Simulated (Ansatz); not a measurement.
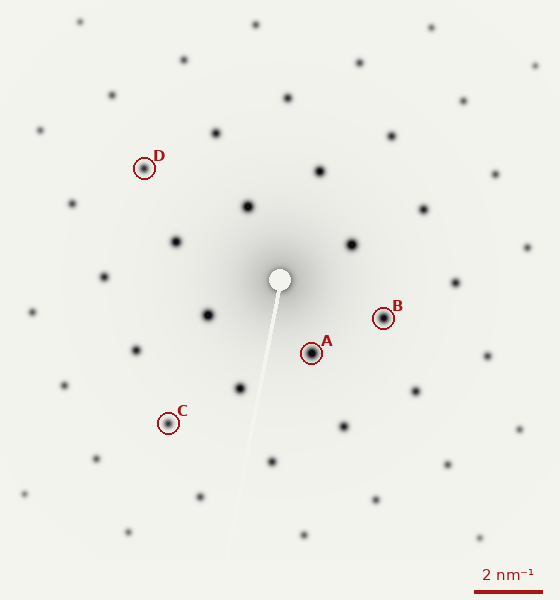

Simulated selected-area electron diffraction pattern (300 kV, kinematic approximation, thin crystal, B = 1 Å² for all atoms). The zone axis points towards the electron source and the pattern is seen from the source side.

The sample is C, space group C2/m (No. 12), a = 5.915 Å, b = 6.138 Å, c = 1.282 Å, β = 96.81°. Structure: coordinates from a relaxation with DFT PBE, scalar-relativistic, plane waves, PAW (Ansatz); the starting structure was generated, so it need not be a known form of this composition.

Spot A is indexed -1 -1 0 and spot B 0 -2 0.

**Give hkl for C, D.**

C = 3A − 2B = -3 1 0 (d = 1.865 Å). D = −A − B = 1 3 0 (d = 1.932 Å).

**Give [uvw].**

The cross product of A and B is parallel to [001]; every spot obeys hu + kv + lw = 0.
